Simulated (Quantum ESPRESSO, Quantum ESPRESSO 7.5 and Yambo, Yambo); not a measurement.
# SiC (P6_3mc): a self-consistent loop beyond G0W0, cycle by cycle

Aim: iterate the self-energy on SiC (P6_3mc) and follow the gap from cycle to cycle.

Main program and level: Quantum ESPRESSO 7.5 and Yambo 5.3.0; PBE and many-body steps on it, plane waves.

**The experiments to reproduce.**

- Gap 3.33 eV: band gap at cryogenic temperature; bulk crystal (literature value) (quoted in “Silicon carbide diodes for neutron detection”, 2020, arxiv:2009.14696).

Report form: the programs' logs are mostly left out.

### Step 1. Starting point

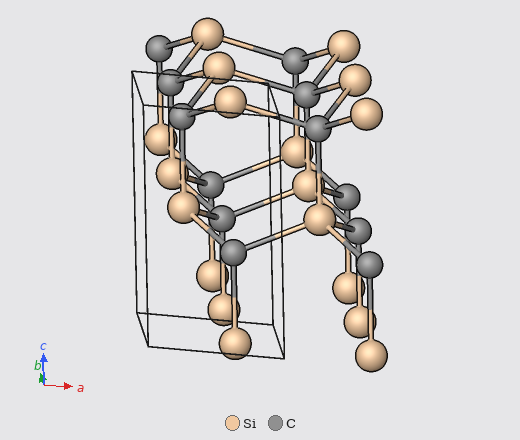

The starting structure, seen slightly off an axis (silicon light orange, carbon grey). 2×3×1 cells are drawn. Some periodic images of atoms are drawn too.

The cell and positions are those that the Materials Project relaxed with its own functionals (PBE, PBE+U or r2SCAN), kept fixed.

### Step 2. Empty states on the mesh, 3×3×4 mesh, 180 bands

This step: Quantum ESPRESSO 7.5; DFT, PBE, plane waves, norm-conserving pseudopotentials.

The sums over transitions need many empty states on a uniform mesh; this step solves for them.

File pw.in:

```
&control
  calculation = 'nscf'
  prefix = 'x'
  outdir = 'o'
  pseudo_dir = 'pseudo'
/
&system
  ibrav = 0
  nat = 4
  ntyp = 2
  ecutwfc = 74.0
  nbnd = 180
  force_symmorphic = .true.
/
&electrons
  conv_thr = 1e-9
  electron_maxstep = 80
  diago_full_acc = .true.
  diago_thr_init = 5e-6
/
ATOMIC_SPECIES
  Si 28.085 Si.upf
  C 12.011 C.upf
CELL_PARAMETERS angstrom
  3.0735139282 0.0000000000 0.0000000000
  -1.5367569641 2.6617411407 0.0000000000
  0.0000000000 0.0000000000 5.0452477100
ATOMIC_POSITIONS crystal
  Si 0.3333333333 0.6666666667 0.4996024000
  Si 0.6666666667 0.3333333333 0.9996024000
  C 0.3333333333 0.6666666667 0.8753976000
  C 0.6666666667 0.3333333333 0.3753976000
K_POINTS automatic
  3 3 4 0 0 0
```

Launch:

```bash
$ OMP_NUM_THREADS=1 mpirun -n 4 pw.x -nk 4 -in pw.in > pw.out
```

Elapsed: 16 s, on 4 MPI ranks of Arm Neoverse V1, shared host; peak memory 0.38 GiB.

Numbers from this step:

```
gap                                                           : 2.275 eV
k of the valence top                                          : 0, 0, 0
k of the conduction bottom                                    : 0.3333, 0.3333, 0
least direct gap                                              : 4.293 eV
k points computed                                             : 10
lowest point of the top converged band, above the valence top : 131.3251 eV
```

On this mesh the gap is 2.275 eV.

The density comes from a self-consistent run that is not shown.

### Step 3. Conversion and set-up

This step: Yambo 5.3.0; conversion and set-up on PBE, plane waves, norm-conserving pseudopotentials.

The states are converted to the many-body program's format and the q mesh is built.

Launch:

```bash
$ (cd o/x.save; p2y > p2y.log; mv SAVE ../..); yambo > setup.log
```

Wall time 2.1 s (1 MPI rank); peak memory 0.23 GiB.

### Step 4. G0W0

Now the one-shot GW correction: screening in the RPA, then the self-energy of the levels asked for.

This step: G0W0 on PBE, plane waves, norm-conserving pseudopotentials.

File gw1.in:

```
HF_and_locXC
gw0
dyson
ppa
em1d
rim_cut
RandQpts= 1000000
RandGvec= 1 RL
EXXRLvcs= 74 Ry
VXCRLvcs= 296 Ry
Chimod= "HARTREE"
% BndsRnXp
 1 | 180 |
%
NGsBlkXp= 15.5 Ry
% LongDrXp
 1 | 1 | 1 |
%
% GbndRnge
 1 | 180 |
%
DysSolver= "n"
ExtendOut
PPAPntXp= 27.21138 eV
% QPkrange
 1 | 1 | 7 | 10 |
 7 | 7 | 7 | 10 |
 4 | 4 | 7 | 10 |
%
```

Launch:

```bash
$ OMP_NUM_THREADS=1 mpirun -n 4 yambo -F gw1.in -J gw1 -C gw1 > gw1.log
```

Run time: 2.2 min. Hardware: 4 MPI ranks; peak memory 1.6 GiB; 8.6 min of CPU time.

Numbers from this step:

```yaml
g0w0_gap_on_the_points_computed: 2.993 eV
starting_gap_on_the_mesh: 2.275 eV
k_of_the_valence_top: 0, 0, 0
k_of_the_conduction_bottom: 0.3333, 0.3333, 0
least_direct_g0w0_gap_on_the_computed_points: 5.234 eV
z_at_the_valence_top: 0.7954
z_at_the_conduction_bottom: 0.8275
```

The gap on the mesh goes from 2.28 eV to 2.99 eV, a correction of +0.72 eV.

### Step 5. evGW0, cycle 1

This step: evGW0 on PBE, plane waves, norm-conserving pseudopotentials.

gw3.in, as its differences from gw1.in of step 4:

```diff
@@ -25,5 +25,4 @@
 % QPkrange
- 1 | 1 | 7 | 10 |
- 7 | 7 | 7 | 10 |
- 4 | 4 | 7 | 10 |
+ 1 | 10 | 1 | 14 |
 %
+GfnQPdb= "E < ./gw2/ndb.QP"
```

Launch:

```bash
$ OMP_NUM_THREADS=1 mpirun -n 4 yambo -F gw3.in -J gw3,gw1_W -C gw3 > gw3.log
```

It took 14 min on 4 MPI ranks; peak memory 1.5 GiB; 56 min of CPU time.

Numbers from this step:

```
quasiparticle gap on the mesh                         : 3.075 eV
gap of the density functional on the mesh             : 2.275 eV
k of the valence top                                  : 0, 0, 0
k of the conduction bottom                            : 0.3333, 0.3333, 0
least direct quasiparticle gap on the computed points : 5.354 eV
Z at the valence top                                  : 0.7993
Z at the conduction bottom                            : 0.8357
```

Against G0W0 in Yambo (3×3×4 mesh, 180 bands, screening to 210.9 eV, Godby-Needs plasmon pole), the gap moves by +0.082 eV.

The program's own table gives 3.193 eV, which is too large where the input levels are shifted: this version takes Σc at the unshifted level E₀, yet steps from the shifted one. The value above is the Newton step from E₀, E₀ + Z(Σc + Σx − Vxc), rebuilt from the printed columns.

### Step 6. evGW0, cycle 2

The corrected levels of the last cycle go back in.

gw4.in, as its differences from gw3.in of step 5:

```diff
@@ -27,2 +27,2 @@
 %
-GfnQPdb= "E < ./gw2/ndb.QP"
+GfnQPdb= "E < ./gw3_fix/ndb.QP"
```

Launch:

```bash
$ OMP_NUM_THREADS=1 mpirun -n 4 yambo -F gw4.in -J gw4,gw1_W -C gw4 > gw4.log
```

Run time: 14 min. Hardware: 4 MPI ranks; peak memory 1.5 GiB; 56 min of CPU time.

Numbers from this step:

```
quasiparticle gap on the mesh                         : 3.085 eV
gap of the density functional on the mesh             : 2.275 eV
k of the valence top                                  : 0, 0, 0
k of the conduction bottom                            : 0.3333, 0.3333, 0
least direct quasiparticle gap on the computed points : 5.370 eV
```

Against the cycle before, the gap moves by +0.010 eV.

The program's own table gives 3.215 eV, which is too large where the input levels are shifted: this version takes Σc at the unshifted level E₀, yet steps from the shifted one. The value above is the Newton step from E₀, E₀ + Z(Σc + Σx − Vxc), rebuilt from the printed columns.

### Step 7. evGW, cycle 1

This step: evGW on PBE, plane waves, norm-conserving pseudopotentials.

gw5.in, as its differences from gw4.in of step 6:

```diff
@@ -27,2 +27,3 @@
 %
-GfnQPdb= "E < ./gw3_fix/ndb.QP"
+GfnQPdb= "E < ./gw2/ndb.QP"
+XfnQPdb= "E < ./gw2/ndb.QP"
```

Launch:

```bash
$ OMP_NUM_THREADS=1 mpirun -n 4 yambo -F gw5.in -J gw5 -C gw5 > gw5.log
```

Run time: 15 min. Hardware: 4 MPI ranks; peak memory 1.6 GiB; 61 min of CPU time.

This step gave:

```yaml
quasiparticle_gap_on_the_mesh: 3.217 eV
gap_of_the_density_functional_on_the_mesh: 2.275 eV
k_of_the_valence_top: 0, 0, 0
k_of_the_conduction_bottom: 0.3333, 0.3333, 0
least_direct_quasiparticle_gap_on_the_computed_points: 5.512 eV
```

Against G0W0 in Yambo (3×3×4 mesh, 180 bands, screening to 210.9 eV, Godby-Needs plasmon pole), the gap moves by +0.224 eV.

The program's own table gives 3.328 eV, which is too large where the input levels are shifted: this version takes Σc at the unshifted level E₀, yet steps from the shifted one. The value above is the Newton step from E₀, E₀ + Z(Σc + Σx − Vxc), rebuilt from the printed columns.

### Step 8. evGW, cycle 2

gw6.in, as its differences from gw5.in of step 7:

```diff
@@ -27,3 +27,3 @@
 %
-GfnQPdb= "E < ./gw2/ndb.QP"
-XfnQPdb= "E < ./gw2/ndb.QP"
+GfnQPdb= "E < ./gw5_fix/ndb.QP"
+XfnQPdb= "E < ./gw5_fix/ndb.QP"
```

Launch:

```bash
$ OMP_NUM_THREADS=1 mpirun -n 4 yambo -F gw6.in -J gw6 -C gw6 > gw6.log
```

Run time: 15 min. Hardware: 4 MPI ranks; peak memory 1.6 GiB; 61 min of CPU time.

Numbers from this step:

```yaml
quasiparticle_gap_on_the_mesh: 3.283 eV
gap_of_the_density_functional_on_the_mesh: 2.275 eV
k_of_the_valence_top: 0, 0, 0
k_of_the_conduction_bottom: 0.3333, 0.3333, 0
least_direct_quasiparticle_gap_on_the_computed_points: 5.594 eV
```

Against the cycle before, the gap moves by +0.066 eV.

The program's own table gives 3.423 eV, which is too large where the input levels are shifted: this version takes Σc at the unshifted level E₀, yet steps from the shifted one. The value above is the Newton step from E₀, E₀ + Z(Σc + Σx − Vxc), rebuilt from the printed columns.

### Step 9. evGW, cycle 3

gw7.in, as its differences from gw6.in of step 8:

```diff
@@ -27,3 +27,3 @@
 %
-GfnQPdb= "E < ./gw5_fix/ndb.QP"
-XfnQPdb= "E < ./gw5_fix/ndb.QP"
+GfnQPdb= "E < ./gw6_fix/ndb.QP"
+XfnQPdb= "E < ./gw6_fix/ndb.QP"
```

Launch:

```bash
$ OMP_NUM_THREADS=1 mpirun -n 4 yambo -F gw7.in -J gw7 -C gw7 > gw7.log
```

Elapsed: 15 min, on 4 MPI ranks; peak memory 1.6 GiB; 61 min of CPU time.

Numbers from this step:

```yaml
quasiparticle_gap_on_the_mesh: 3.303 eV
gap_of_the_density_functional_on_the_mesh: 2.275 eV
k_of_the_valence_top: 0, 0, 0
k_of_the_conduction_bottom: 0.3333, 0.3333, 0
least_direct_quasiparticle_gap_on_the_computed_points: 5.618 eV
```

Against the cycle before, the gap moves by +0.020 eV.

The program's own table gives 3.451 eV, which is too large where the input levels are shifted: this version takes Σc at the unshifted level E₀, yet steps from the shifted one. The value above is the Newton step from E₀, E₀ + Z(Σc + Σx − Vxc), rebuilt from the printed columns.

### Step 10. evGW, cycle 4

gw8.in, as its differences from gw7.in of step 9:

```diff
@@ -27,3 +27,3 @@
 %
-GfnQPdb= "E < ./gw6_fix/ndb.QP"
-XfnQPdb= "E < ./gw6_fix/ndb.QP"
+GfnQPdb= "E < ./gw7_fix/ndb.QP"
+XfnQPdb= "E < ./gw7_fix/ndb.QP"
```

Launch:

```bash
$ OMP_NUM_THREADS=1 mpirun -n 4 yambo -F gw8.in -J gw8 -C gw8 > gw8.log
```

The job ended after 15 min (4 MPI ranks; peak memory 1.6 GiB).

Numbers from this step:

* quasiparticle gap on the mesh: 3.308 eV
* gap of the density functional on the mesh: 2.275 eV
* k of the valence top: 0, 0, 0
* k of the conduction bottom: 0.3333, 0.3333, 0
* least direct quasiparticle gap on the computed points: 5.625 eV

Against the cycle before, the gap moves by +0.006 eV.

The program's own table gives 3.459 eV, which is too large where the input levels are shifted: this version takes Σc at the unshifted level E₀, yet steps from the shifted one. The value above is the Newton step from E₀, E₀ + Z(Σc + Σx − Vxc), rebuilt from the printed columns.

### Step 11. Side by side

Times are wall times on 4 MPI ranks of Arm Neoverse V1, shared host, good to a factor of about two.

```
           run   mesh  bands  screening cutoff (eV)  DFT gap (eV)  gap on the mesh (eV)  direct (eV)     time
          G0W0  3×3×4    180                  210.9         2.275                 2.993        5.234  2.2 min
evGW0, cycle 1  3×3×4    180                  210.9         2.275                 3.075        5.354   14 min
evGW0, cycle 2  3×3×4    180                  210.9         2.275                 3.085        5.370   14 min
 evGW, cycle 1  3×3×4    180                  210.9         2.275                 3.217        5.512   15 min
 evGW, cycle 2  3×3×4    180                  210.9         2.275                 3.283        5.594   15 min
 evGW, cycle 3  3×3×4    180                  210.9         2.275                 3.303        5.618   15 min
 evGW, cycle 4  3×3×4    180                  210.9         2.275                 3.308        5.625   15 min
```

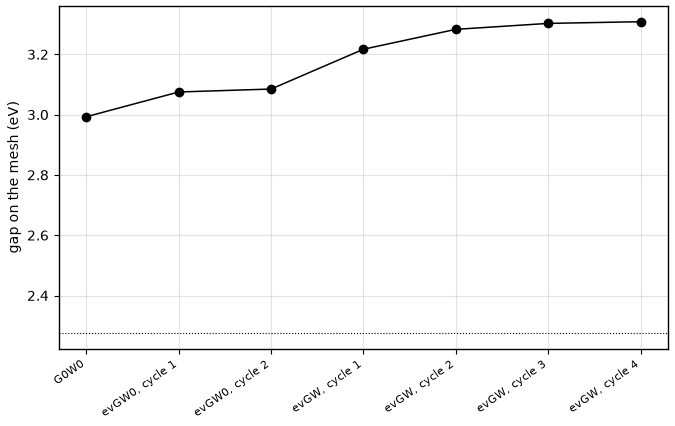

The gap through the cycles; the dotted line is the starting gap.

### Step 12. What came out

| Property | Result |
| --- | --- |
| G0W0 | 2.993 eV |
| evGW0, cycle 1 | 3.075 eV |
| evGW0, cycle 2 | 3.085 eV |
| evGW, cycle 1 | 3.217 eV |
| evGW, cycle 2 | 3.283 eV |
| evGW, cycle 3 | 3.303 eV |
| evGW, cycle 4 | 3.308 eV |
| known limits | not at the basis limit; coarse k mesh |

What this shows: evGW0 ends at 3.08 eV, +0.09 eV from G0W0, after 2 cycles that took 28 min beside the first screening; the last moved the gap by 0.010 eV. evGW ends at 3.31 eV, +0.32 eV from G0W0, after 4 cycles that took 61 min beside the first screening; the last moved the gap by 0.006 eV. Against experiment, by evGW, cycle 4: the gap of 3.31 eV lies −0.02 eV from the measured 3.33 eV (kind not stated, quoted 2020). These are gaps on the mesh, at modest bands and cutoff. The calculation has static nuclei and no excitons; a measured gap holds zero-point and thermal motion, which mostly lowers it. Bands and cutoff are finite, so the gap is not at the basis limit. The miss can reach some tenths of an eV and take either sign; the mesh is an error of its own. The 3×3×4 mesh is coarse for this cell, which bears on the long-range parts of exchange and screening.

[Paths, hosts, dates, memory and timing lines, banners, echoed tables and standing remarks are left out of the program output.]

[Logs are printed without paths, hosts, clocks, repeated set-up lines and the standing remarks that a program may print on its own settings, such as how far it seeks lower states.]

[Runs of the session that timed out or met a known fault of the program may be left out.]

[Hosts, paths, dates, database ids (printed as entryN), source tags and the programs' standing remarks are cut or masked in the printed files.]
